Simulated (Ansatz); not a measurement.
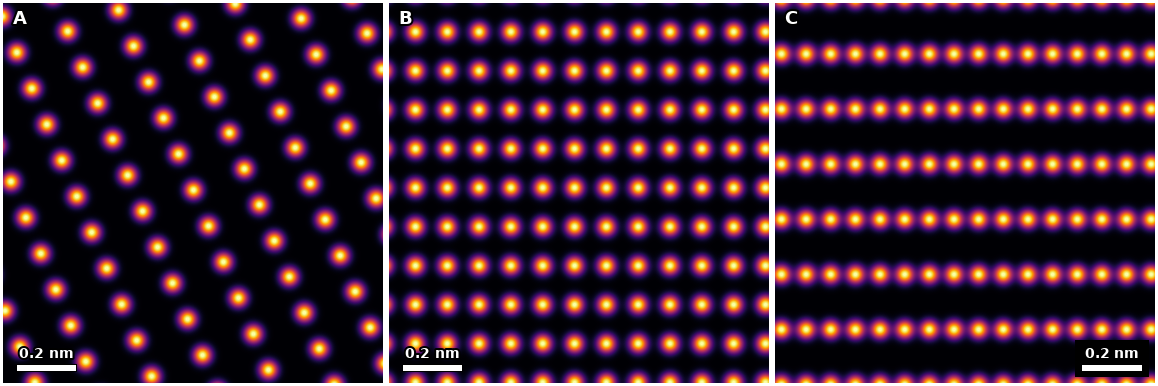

Three views of B (Pm-3m, No. 221) along different zone axes. The image is simulated as a sum over atoms of Z^1.6, blurred by a 0.50 Å probe (no channelling). Model: coordinates from a relaxation with DFT r2SCAN, scalar-relativistic, plane waves, PAW in Ansatz; the starting structure was generated, so it need not be a known form of this composition.

```cif
data_structure
_symmetry_space_group_name_H-M 'Pm-3m'
_symmetry_Int_Tables_number 221
_cell_length_a 1.8856
_cell_length_b 1.8856
_cell_length_c 1.8856
_cell_angle_alpha 90.000
_cell_angle_beta 90.000
_cell_angle_gamma 90.000
_cell_volume 6.70
loop_
_atom_site_label
_atom_site_type_symbol
_atom_site_symmetry_multiplicity
_atom_site_Wyckoff_symbol
_atom_site_fract_x
_atom_site_fract_y
_atom_site_fract_z
_atom_site_occupancy
B1 B 1 a 0.00000 0.00000 0.00000 1
```

**Match the panels to the zone axes [110], [210] and [211].**

A is [110]: projected cell 1.33 × 1.89 Å, 90°, plane group p2mm. B is [211]: projected cell 1.09 × 1.33 Å, 90°, plane group p2mm. C is [210]: projected cell 0.84 × 1.89 Å, 90°, plane group p2mm.
